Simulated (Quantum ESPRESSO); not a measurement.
CuO: single-point calculation (part 2 of 2)

Continued. System: CuO (4 atoms in the cell). Method: Kohn-Sham DFT of a periodic cell, PBE, SSSP 1.3 efficiency PBE, no spin polarisation (Quantum ESPRESSO 7.5); cutoff 748.31 eV, 9×9×5 k-mesh, fermi-dirac of 0.05 eV. The structure derives from a Materials Project entry.

Geometry of the input (Å; fractional positions):
```
1.9910  -2.1536  0.0000
1.9910  2.1536  0.0000
0.0000  0.0000  5.1559
Cu 0.5000  -0.0000  0.0000
Cu -0.0000  0.5000  0.5000
O  0.5000  0.5000  0.2500
O  0.5000  0.5000  0.7500
```

## What the program printed, continued
```
          k = 0.2455 0.0757 0.1138 (  2072 PWs)   bands (ev):

   -10.7328  -9.8525   1.3990   2.9477   3.3184   3.3427   4.3737   4.9595
     5.6938   5.9526   6.1461   6.3091   6.4835   6.6132   6.6496   7.0294
     8.4912   9.0823  12.1832  14.2341  17.6436  19.4448  20.7262  22.0682
    23.5053

          k = 0.2455 0.0757 0.2275 (  2065 PWs)   bands (ev):

   -10.4896 -10.1460   2.0679   2.7932   3.3901   3.4602   3.9839   4.5690
     5.6088   5.9029   6.2115   6.2833   6.5134   6.6419   6.8951   7.0894
     8.0937   8.7883  12.8961  13.6029  19.2472  19.6965  20.5842  22.1056
    22.7232

          k = 0.3274 0.1513 0.0000 (  2057 PWs)   bands (ev):

   -10.6214  -9.6749   1.4795   2.2585   3.0619   3.4446   4.2379   4.9944
     5.7171   6.0319   6.1867   6.2560   6.4390   6.7598   6.8653   7.0560
     8.5712   9.3010  12.6714  13.7679  17.5189  18.1336  20.4882  22.0071
    22.6890

          k = 0.3274 0.1513 0.1138 (  2059 PWs)   bands (ev):

   -10.5458  -9.7738   1.6976   2.3186   3.0304   3.3460   4.4226   4.7492
     5.7101   6.0263   6.1536   6.2899   6.5325   6.6067   6.8773   7.0192
     8.4348   9.1175  12.9126  13.8445  17.6888  18.3644  20.3347  22.1373
    23.1494

          k = 0.3274 0.1513 0.2275 (  2064 PWs)   bands (ev):

   -10.3502 -10.0062   2.0982   2.4767   2.9889   3.2757   4.1047   4.7963
     5.6631   6.0765   6.1389   6.2390   6.4621   6.6820   6.8172   6.9791
     8.1009   8.9719  13.2502  13.9270  18.1075  18.5088  20.7759  22.2596
    23.1887

          k = 0.4092 0.2270 0.0000 (  2054 PWs)   bands (ev):

   -10.4867  -9.6395   1.6864   1.7802   3.1517   3.4787   4.2366   4.5778
     5.7342   6.1184   6.1529   6.2489   6.4727   6.7652   7.0174   7.2412
     8.5727   9.3062  12.6118  14.1200  15.9296  19.4254  20.5271  21.4924
    22.3189

          k = 0.4092 0.2270 0.1138 (  2057 PWs)   bands (ev):

   -10.4230  -9.7209   1.7971   1.9304   3.0593   3.3151   4.4229   4.6092
     5.7114   6.0765   6.1329   6.2990   6.4462   6.7108   6.8536   7.1413
     8.5860   9.1734  12.7868  14.2186  16.2481  19.1433  20.1402  22.3399
    22.6589

          k = 0.4092 0.2270 0.2275 (  2058 PWs)   bands (ev):

   -10.2687  -9.9034   2.0035   2.2349   2.9036   3.0912   4.3327   5.0037
     5.6650   6.0616   6.1026   6.2889   6.3724   6.4724   6.7280   7.0128
     8.4853   9.1039  13.0413  14.3571  17.0443  18.1054  20.8532  22.3648
    23.8572

          k =-0.2455-0.3783 0.0000 (  2051 PWs)   bands (ev):

   -10.4924  -9.6425   1.6944   1.7835   3.1918   3.4672   4.2793   4.5765
     5.6810   6.1146   6.1786   6.2430   6.4467   6.7668   6.9860   7.2907
     8.5997   9.2771  12.6277  14.0809  15.8941  19.2719  20.7389  21.6034
    22.6418

          k =-0.2455-0.3783 0.1138 (  2052 PWs)   bands (ev):

   -10.4284  -9.7242   1.8106   1.9252   3.1043   3.3046   4.4473   4.6285
     5.6621   6.0749   6.1395   6.3089   6.4337   6.6679   6.8772   7.1650
     8.5899   9.1599  12.7904  14.1881  16.2268  19.1927  20.0847  22.5198
    22.8311

          k =-0.2455-0.3783 0.2275 (  2047 PWs)   bands (ev):

   -10.2733  -9.9077   2.0167   2.2228   2.9354   3.1025   4.3402   5.0554
     5.6261   6.0505   6.0970   6.3068   6.3706   6.4512   6.7300   7.0166
     8.4550   9.1188  13.0223  14.3406  17.0660  18.1857  20.7478  22.4685
    23.3810

          k =-0.1637-0.3026 0.0000 (  2059 PWs)   bands (ev):

   -10.6353  -9.6824   1.4621   2.3112   3.1363   3.4392   4.3538   4.9928
     5.5804   6.0698   6.1792   6.2354   6.3718   6.7764   6.8838   7.0974
     8.6440   9.2197  12.5405  13.8766  17.4206  17.9023  21.0282  22.6899
    22.9205

          k =-0.1637-0.3026 0.1138 (  2054 PWs)   bands (ev):

   -10.5590  -9.7820   1.6774   2.3657   3.1256   3.3333   4.5450   4.7435
     5.5859   6.0656   6.1158   6.2941   6.4785   6.6099   6.9550   6.9895
     8.4559   9.0815  12.7978  13.9035  17.6410  18.2666  20.6625  22.6973
    23.1564

          k =-0.1637-0.3026 0.2275 (  2055 PWs)   bands (ev):

   -10.3617 -10.0165   2.0818   2.4941   3.0866   3.2911   4.1259   4.9062
     5.5925   6.0672   6.1031   6.2452   6.4549   6.6679   6.8355   6.9624
     8.0415   9.0039  13.1713  13.8961  18.2025  18.7066  20.6708  22.3086
    23.0471

          k =-0.0818-0.2270 0.0000 (  2060 PWs)   bands (ev):

   -10.8370  -9.7396   1.0864   3.1622   3.2740   3.3553   4.4186   5.5043
     5.5317   5.9468   6.0591   6.2175   6.3073   6.7253   6.7389   6.9541
     8.7952   9.1964  11.6506  14.7651  16.5948  19.3809  21.5269  22.2293
    23.8404

          k =-0.0818-0.2270 0.1138 (  2070 PWs)   bands (ev):

   -10.7471  -9.8615   1.3775   3.0366   3.2852   3.4517   4.5132   4.9562
     5.5547   5.9464   6.1214   6.2644   6.4947   6.6256   6.7152   6.9872
     8.5531   9.0162  12.0504  14.2706  17.5426  19.5672  21.3914  22.3132
    23.4581

          k =-0.0818-0.2270 0.2275 (  2054 PWs)   bands (ev):

   -10.5023 -10.1569   2.0496   2.8131   3.4107   3.5704   4.0247   4.6866
     5.5492   5.8812   6.1749   6.2618   6.4969   6.6249   6.8964   7.0640
     8.0869   8.8077  12.7945  13.5508  19.3481  20.0001  20.9988  22.0223
    22.7085

          k =-0.0000-0.1513 0.0000 (  2067 PWs)   bands (ev):

   -11.0011  -9.7874   0.7872   3.2130   3.3125   4.2651   4.5172   5.4513
     5.7904   5.8344   5.8847   6.2221   6.3599   6.5748   6.6262   6.8692
     9.1201   9.2076  10.8354  15.4552  15.6062  21.5458  21.6221  22.3600
    23.7588

          k =-0.0000-0.1513 0.1138 (  2070 PWs)   bands (ev):

   -10.9025  -9.9256   1.1349   3.2266   3.2415   4.3300   4.5181   4.9545
     5.5020   5.6794   6.2070   6.3078   6.5082   6.6050   6.6157   6.8895
     8.9463   8.9725  11.3167  14.2159  17.2552  21.6273  21.8101  22.3503
    23.3919

          k =-0.0000-0.1513 0.2275 (  2046 PWs)   bands (ev):

   -10.6303 -10.2601   2.0322   2.9157   3.3661   3.8791   4.4550   4.5081
     5.4783   5.5475   6.2703   6.3179   6.4752   6.5373   7.0225   7.0938
     8.6130   8.6144  12.2242  13.1768  19.3557  21.5220  21.8645  22.2277
    22.4622

          k = 0.3274-0.0000 0.0000 (  2051 PWs)   bands (ev):

   -10.6562  -9.6845   1.4190   3.0692   3.1100   3.3761   3.4136   5.4524
     5.8715   6.0203   6.1595   6.1727   6.4309   6.5949   6.6513   7.0510
     8.3292   9.3348  12.4737  14.3655  17.7404  19.6624  19.6891  19.9064
    23.6599

          k = 0.3274-0.0000 0.1138 (  2066 PWs)   bands (ev):

   -10.5748  -9.7912   1.6627   2.8313   3.3029   3.3747   3.5600   4.9739
     5.9838   6.0198   6.0431   6.2626   6.5734   6.5932   6.6392   7.0515
     8.2341   9.0148  12.7595  14.1691  18.4474  19.7196  19.7598  20.1877
    23.6113

          k = 0.3274-0.0000 0.2275 (  2069 PWs)   bands (ev):

   -10.3520 -10.0543   2.2012   2.5908   3.4687   3.6017   3.6681   4.1307
     5.9603   5.9690   6.1251   6.2279   6.5829   6.5916   6.8714   7.0354
     8.1644   8.4626  13.2851  13.7685  19.7497  19.8114  20.2487  21.0674
    22.3263

          k = 0.4092 0.0757 0.0000 (  2047 PWs)   bands (ev):

   -10.4628  -9.6337   1.7992   2.3641   3.0976   3.3421   3.4813   5.0579
     5.9663   6.0943   6.1358   6.1966   6.4724   6.6212   6.8401   7.0740
     8.0686   9.4143  12.9490  13.9795  17.9875  18.7831  19.3006  20.3647
    23.3532

          k = 0.4092 0.0757 0.1138 (  2066 PWs)   bands (ev):

   -10.3935  -9.7213   1.9797   2.4241   2.9720   3.3481   3.6497   4.7708
     5.9589   6.0520   6.1533   6.2461   6.5674   6.5819   6.8741   6.9690
     8.0944   9.1008  13.1106  13.9549  18.2488  18.9315  19.7048  20.4893
    23.1072

          k = 0.4092 0.0757 0.2275 (  2061 PWs)   bands (ev):

   -10.2091  -9.9349   2.2986   2.5505   2.8764   3.3957   3.8762   4.1937
     5.9518   6.0770   6.1331   6.2265   6.5155   6.7344   6.8631   6.9005
     8.1540   8.5874  13.3646  13.8712  18.7377  19.0202  20.8823  20.9819
    22.1768

          k = 0.4910 0.1513 0.0000 (  2048 PWs)   bands (ev):

   -10.3357  -9.6032   1.8425   2.0890   3.2320   3.4023   3.5327   4.6890
     5.9955   6.1203   6.1203   6.1743   6.5396   6.5993   6.8372   7.3390
     7.9615   9.4824  12.8360  13.9159  16.9223  19.5374  19.5832  21.0346
    22.5384

          k = 0.4910 0.1513 0.1138 (  2044 PWs)   bands (ev):

   -10.2769  -9.6758   1.9580   2.2226   3.0174   3.3287   3.7494   4.6104
     5.9158   6.0532   6.1861   6.2697   6.4629   6.6349   6.7370   7.2468
     8.1236   9.2096  12.9161  13.9579  17.2461  19.1212  20.0631  21.0886
    22.9030

          k = 0.4910 0.1513 0.2275 (  2051 PWs)   bands (ev):

   -10.1293  -9.8455   2.2276   2.4801   2.8082   3.0454   4.0893   4.4050
     5.8618   6.0224   6.2050   6.3134   6.3786   6.5399   6.7662   7.1376
     8.3550   8.7469  13.0411  14.0080  17.9354  18.6065  20.7253  21.1638
    23.1955

          k =-0.1637-0.4540 0.0000 (  2052 PWs)   bands (ev):

   -10.3448  -9.6079   1.8650   2.0779   3.3455   3.4483   3.4488   4.7180
     5.9551   6.0961   6.0962   6.2226   6.4911   6.6044   6.8320   7.3827
     7.9720   9.4611  12.7557  13.9312  16.8202  19.3970  20.0308  21.4581
    22.6544

          k =-0.1637-0.4540 0.1138 (  2043 PWs)   bands (ev):

   -10.2856  -9.6809   1.9751   2.2065   3.0876   3.3230   3.7803   4.6393
     5.8719   6.0362   6.1810   6.2969   6.4517   6.5846   6.7596   7.2682
     8.1309   9.1890  12.8477  13.9588  17.1617  19.5582  19.7838  21.4320
    22.9624

          k =-0.1637-0.4540 0.2275 (  2039 PWs)   bands (ev):

   -10.1367  -9.8521   2.2277   2.4442   2.8799   3.0676   4.1424   4.4404
     5.8133   6.0094   6.1858   6.3390   6.3906   6.5111   6.7562   7.1442
     8.3332   8.7486  12.9963  13.9774  17.9381  18.8207  20.5359  21.2840
    23.3066

          k =-0.0818-0.3783 0.0000 (  2056 PWs)   bands (ev):

   -10.4851  -9.6452   1.7742   2.4225   3.2588   3.4118   3.4652   5.1091
     5.8814   6.0692   6.0883   6.2229   6.3787   6.6508   6.8183   7.1653
     8.1019   9.3505  12.6703  14.1564  17.6094  18.4206  20.3808  21.4132
    23.7269

          k =-0.0818-0.3783 0.1138 (  2052 PWs)   bands (ev):

   -10.4147  -9.7340   1.9442   2.4627   3.1276   3.3634   3.7402   4.8206
     5.8624   6.0262   6.1302   6.2537   6.5159   6.5843   6.8486   7.0288
     8.1289   9.0419  12.8730  14.0523  17.9422  18.9538  20.3801  21.3522
    22.6296

          k =-0.0818-0.3783 0.2275 (  2043 PWs)   bands (ev):

   -10.2276  -9.9507   2.2594   2.5043   3.0674   3.4427   4.0067   4.2691
     5.8472   6.0468   6.1151   6.2329   6.4992   6.7139   6.8615   6.8742
     8.1324   8.5946  13.2243  13.8162  18.7622  19.6629  20.5369  21.2484
    22.2069

          k = 0.0000-0.3026 0.0000 (  2064 PWs)   bands (ev):

   -10.6801  -9.6973   1.3882   3.2071   3.2481   3.3082   3.5576   5.4862
     5.7584   6.0447   6.0814   6.0924   6.3481   6.6920   6.7117   7.0626
     8.3996   9.2309  12.2055  14.5883  17.3874  18.8651  20.8828  21.1291
    24.0736

          k = 0.0000-0.3026 0.1138 (  2060 PWs)   bands (ev):

   -10.5977  -9.8053   1.6271   2.9136   3.3156   3.5478   3.6612   5.0081
     5.8563   5.9595   6.0436   6.2156   6.5525   6.6440   6.6524   7.0480
     8.3097   8.9221  12.5232  14.2663  18.2052  19.1937  20.9948  21.1375
    23.0099

          k = 0.0000-0.3026 0.2275 (  2055 PWs)   bands (ev):

   -10.3725 -10.0713   2.1638   2.6045   3.5262   3.7635   3.8132   4.2083
     5.8804   5.8920   6.1003   6.2132   6.5551   6.5621   6.8612   7.0149
     8.2180   8.4319  13.1184  13.7078  20.0781  20.0853  21.0715  21.1630
    21.5747

          k = 0.4910 0.0000 0.0000 (  2045 PWs)   bands (ev):

   -10.2783  -9.5894   2.1908   2.4980   2.5100   3.1434   3.7018   4.8598
     6.0034   6.1031   6.1367   6.2177   6.4904   6.6785   6.7399   7.1631
     7.6453   9.5658  12.7119  14.2682  18.3330  18.7668  19.3458  19.4821
    23.1116

          k = 0.4910 0.0000 0.1138 (  2061 PWs)   bands (ev):

   -10.2186  -9.6621   2.3304   2.5301   2.5988   3.1540   3.6624   4.5349
     5.9559   6.1104   6.2320   6.2344   6.5301   6.7031   6.7750   7.0655
     7.7818   9.2230  12.8621  14.0881  18.5320  19.1352  19.3992  19.9132
    22.4883

          k = 0.4910 0.0000 0.2275 (  2054 PWs)   bands (ev):

   -10.0567  -9.8448   2.5165   2.5697   2.9441   3.1686   3.6103   3.9242
     5.9521   6.0293   6.2231   6.2720   6.7106   6.7249   6.8796   6.9551
     8.0565   8.5548  13.2225  13.6745  18.9168  19.2343  20.0203  20.7886
    22.0670

          k = 0.5729 0.0757 0.0000 (  2056 PWs)   bands (ev):

   -10.1571  -9.5629   1.9874   2.4982   2.6214   3.2695   3.8902   4.5748
     5.8931   6.0621   6.1495   6.2901   6.4272   6.6001   6.8582   7.4067
     7.4325   9.6726  12.1270  14.5038  18.2911  18.5926  19.6224  20.1706
    21.9445

          k = 0.5729 0.0757 0.1138 (  2048 PWs)   bands (ev):

   -10.1059  -9.6238   2.1208   2.6049   2.6598   3.2647   3.7025   4.3709
     5.8043   6.1797   6.2563   6.2909   6.4186   6.5362   6.9167   7.3154
     7.6666   9.3371  12.3075  14.2288  18.4332  18.6822  19.8905  20.3591
    22.1081

          k = 0.5729 0.0757 0.2275 (  2044 PWs)   bands (ev):

    -9.9707  -9.7746   2.4723   2.7018   2.8001   3.1291   3.4668   3.9987
     5.8366   5.9989   6.3070   6.3564   6.5515   6.6423   6.9652   7.2238
     8.0638   8.6481  12.7799  13.6046  18.6494  18.8858  20.1645  20.6602
    22.9435

          k =-0.0818-0.5296 0.0000 (  2051 PWs)   bands (ev):

   -10.1655  -9.5670   1.9896   2.4904   2.6711   3.3490   3.7795   4.6998
     5.8283   6.0364   6.1559   6.2718   6.4332   6.5941   6.8661   7.4329
     7.4455   9.6598  11.9786  14.5425  18.0411  19.3819  19.4871  20.5284
    21.5694

          k =-0.0818-0.5296 0.1138 (  2040 PWs)   bands (ev):

   -10.1139  -9.6284   2.1094   2.5825   2.7254   3.3673   3.6070   4.4586
     5.7587   6.1824   6.2343   6.3154   6.4040   6.5196   6.9159   7.3206
     7.6846   9.3183  12.1846  14.2542  18.2627  19.1522  19.7899  20.8695
    21.7386

          k =-0.0818-0.5296 0.2275 (  2046 PWs)   bands (ev):

    -9.9776  -9.7803   2.4075   2.6735   2.8694   3.2600   3.4504   4.0291
     5.8165   5.9978   6.3042   6.3797   6.5311   6.6180   6.9562   7.2259
     8.0592   8.6287  12.7126  13.5859  18.6494  19.0022  20.2246  20.8961
    22.8332

          k =-0.0000-0.4540 0.0000 (  2046 PWs)   bands (ev):

   -10.2989  -9.5997   2.1818   2.3774   2.7571   3.2935   3.5948   5.0100
     5.8821   6.0727   6.1303   6.1757   6.5128   6.6608   6.7153   7.2509
     7.6496   9.5275  12.3841  14.4124  17.8135  19.0167  19.9285  20.9431
    21.9583

          k =-0.0000-0.4540 0.1138 (  2047 PWs)   bands (ev):

   -10.2382  -9.6735   2.2914   2.4121   2.8594   3.3091   3.5822   4.6503
     5.8667   6.1187   6.1864   6.2506   6.4985   6.6807   6.7638   7.0967
     7.8088   9.1770  12.5846  14.1761  18.1350  19.4899  20.1248  20.8468
    21.4757

          k =-0.0000-0.4540 0.2275 (  2051 PWs)   bands (ev):

   -10.0739  -9.8588   2.4480   2.4705   3.1840   3.3375   3.5935   4.0052
     5.9010   6.0263   6.2041   6.2801   6.6747   6.6908   6.8615   6.9408
     8.0667   8.5220  13.0559  13.6405  18.8667  19.6283  20.5468  20.9111
    21.7078

          k = 0.6547-0.0000 0.0000 (  2050 PWs)   bands (ev):

   -10.0368  -9.5375   1.9533   2.2616   2.8458   3.4018   4.2560   4.3196
     5.6146   6.0224   6.1324   6.3383   6.3600   6.4111   7.1737   7.3592
     7.4501   9.8003  11.2119  15.4632  17.8972  19.3086  19.5954  20.1489
    20.4638

          k = 0.6547-0.0000 0.1138 (  2044 PWs)   bands (ev):

    -9.9925  -9.5890   2.0986   2.3918   2.9174   3.3465   3.9338   4.0315
     5.6092   6.2121   6.2813   6.3196   6.4008   6.4178   7.3323   7.3412
     7.4351   9.4386  11.4986  14.7462  18.0942  19.1660  20.0640  20.3813
    21.2143

          k = 0.6547-0.0000 0.2275 (  2035 PWs)   bands (ev):

    -9.8735  -9.7196   2.5068   2.7464   3.0293   3.0533   3.4807   3.5143
     5.7353   5.9668   6.3533   6.3635   6.6781   6.7199   7.2635   7.2800
     7.8820   8.6432  12.2950  13.4569  18.5558  18.9864  20.3364  20.5429
    23.2962

          k = 0.0000-0.6053 0.0000 (  2048 PWs)   bands (ev):

   -10.0402  -9.5391   1.9406   2.2942   2.8426   3.4482   4.0238   4.5743
     5.5555   6.0048   6.1397   6.3264   6.3405   6.4410   7.1742   7.3344
     7.5036   9.7961  11.1394  15.4204  18.5884  18.8255  19.5466  19.7688
    21.2622

          k = 0.0000-0.6053 0.1138 (  2038 PWs)   bands (ev):

    -9.9958  -9.5908   2.0767   2.4345   2.9029   3.4119   3.7594   4.1925
     5.5848   6.2007   6.3166   6.3376   6.3476   6.4172   7.3166   7.3198
     7.4900   9.4284  11.4417  14.7390  18.4045  18.8995  19.9491  20.8580
    21.1769

          k =-0.0000-0.6053 0.2275 (  2038 PWs)   bands (ev):

    -9.8764  -9.7219   2.4543   2.8265   2.8948   3.2685   3.3660   3.5675
     5.7285   5.9662   6.3508   6.3784   6.6851   6.6963   7.2499   7.2922
     7.8790   8.6298  12.2644  13.4490  18.6423  18.9007  20.3414  20.7933
    23.2036

     the Fermi energy is     8.6891 ev

!    total energy              =    -509.40763668 Ry
     total all-electron energy =     -6920.860954 Ry
     estimated scf accuracy    <          1.3E-10 Ry
     smearing contrib. (-TS)   =      -0.00143106 Ry
     internal energy E=F+TS    =    -509.40620562 Ry

     The total energy is F=E-TS. E is the sum of the following terms:
     one-electron contribution =     -98.35680263 Ry
     hartree contribution      =      88.19598928 Ry
     xc contribution           =    -103.91776891 Ry
     ewald contribution        =    -196.57914072 Ry
     one-center paw contrib.   =    -198.74848264 Ry

     convergence has been achieved in  10 iterations

     Forces acting on atoms (cartesian axes, Ry/au):

     atom    1 type  1   force =     0.00000000    0.00000000   -0.00000000
     atom    2 type  1   force =     0.00000000    0.00000000   -0.00000000
     atom    3 type  2   force =     0.00000000    0.00000000    0.00000000
     atom    4 type  2   force =     0.00000000    0.00000000    0.00000000

     Total force =     0.000000     Total SCF correction =     0.000000

     Computing stress (Cartesian axis) and pressure

          total   stress  (Ry/bohr**3)                   (kbar)     P=       12.06
   0.00012515   0.00000000   0.00000000           18.41        0.00        0.00
   0.00000000   0.00005167   0.00000000            0.00        7.60        0.00
   0.00000000   0.00000000   0.00006909            0.00        0.00       10.16

=------------------------------------------------------------------------------=
   JOB DONE.
=------------------------------------------------------------------------------=
```

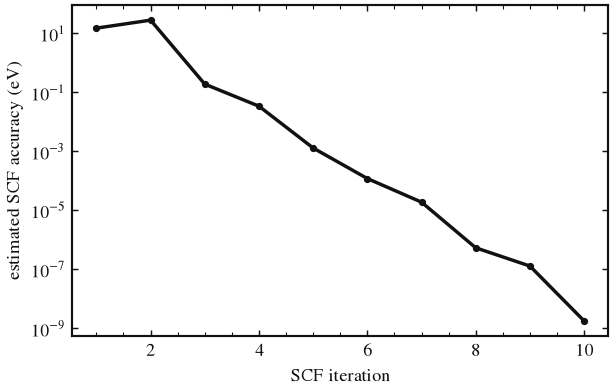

Fig. 1: Convergence of the self-consistent field: estimated SCF accuracy against the iteration. The field takes 10 iterations in all.
